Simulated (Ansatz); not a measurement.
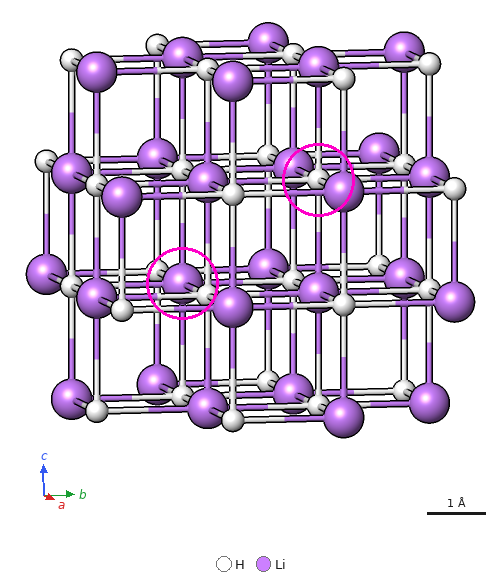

Perfect LiH. A ball-and-stick model of the atoms within 5.0 Å of one point, seen slightly off an axis.

Method: DFT, PBEsol, PAW, plane waves (Ansatz). Set-up: plane-wave cutoff 420 eV; k-point mesh 1 × 1 × 1; mesh shifted by (0.25, 0.25, 0.25); no spin polarisation. Fermi-Dirac smearing of 0.01 eV. The axes drawn are those of the host's conventional cell.

A hydrogen atom is taken out (a vacancy) and a lithium atom is taken out (a vacancy), the two sites 3.4 Å apart at the ringed places, in charge state 0. The supercell has 64 sites, and the atoms are relaxed at the host's cell.

> Predict the relaxed surroundings of the defect.

Around the empty H site the host had 6 Li at 1.99 Å; after relaxation the nearest atoms are 6 Li at 2.15 to 2.19 Å. Around the empty Li site the host had 6 H at 1.99 Å; after relaxation the nearest atoms are 6 H at 2.09 to 2.13 Å. Of the host's atoms, a lithium atom moves furthest from its site, by 0.19 Å.

The relaxed defect, seen from the same direction:

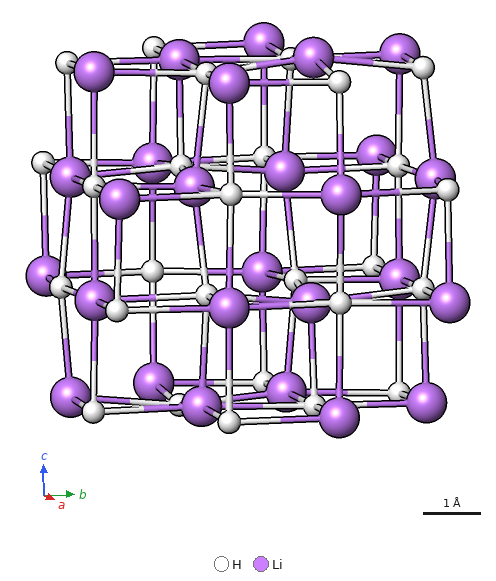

Limits of the set-up: the periodic images lie only 8.0 Å apart, so the values are limited by the cell's size.
